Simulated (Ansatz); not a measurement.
Here is a crystal structure:

```
CELL_PARAMETERS angstrom
5.08032 0.00000 0.00000
0.00000 5.16487 0.00000
0.00000 0.00000 4.89088
ATOMIC_POSITIONS crystal
Hf 0.27741 0.28180 0.72793
Hf 0.77741 0.21820 0.27207
Hf 0.72259 0.71820 0.72793
Hf 0.22259 0.78180 0.27207
O 0.50000 0.50000 0.42438
O 0.00000 0.00000 0.57562
O 0.50000 0.00000 0.51095
O 0.00000 0.50000 0.48905
O 0.31318 0.66365 0.89547
O 0.81318 0.83635 0.10453
O 0.68682 0.33635 0.89547
O 0.18682 0.16365 0.10453
```

What crystal do these data define?

Answer. The compound is HfO₂. Symmetry: P2_12_12 (No. 18), primitive orthorhombic lattice. Content of the cell: 4 Hf, 8 O (Z = 4). Numbers of contacts at bonding distance: Hf 8 and O 3 to 4 (mean 3.5). Not all metal-metal contacts are counted.

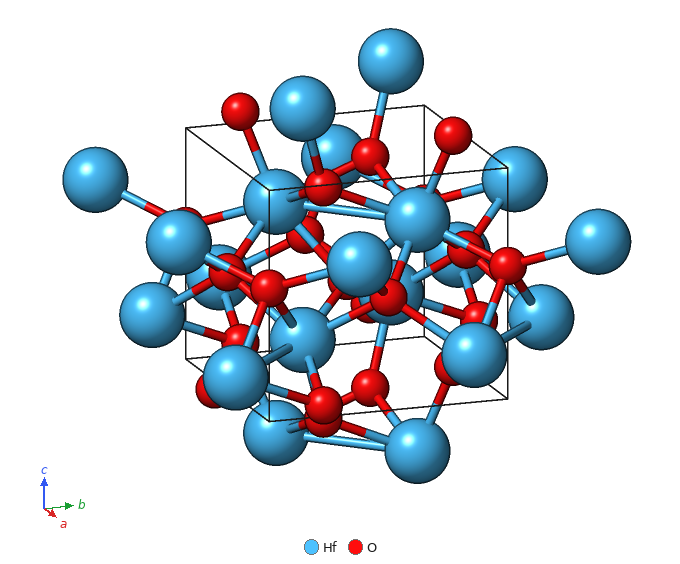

This ball-and-stick model is shown slightly off an axis. The frame is the conventional unit cell; atoms at its boundary are shown with their periodic copies. Atoms of adjacent cells appear where they bond to atoms in the box. Colours: hafnium blue, oxygen red.

The structure comes from a structure listed in the Materials Project. Earlier steps of the study may have refined or changed the cell and positions. It went into a calculation with Ansatz.

At this level of theory the cell isn't at rest (compressed, at 10 GPa), so its distances can differ from those at equilibrium, the more so the softer the solid.
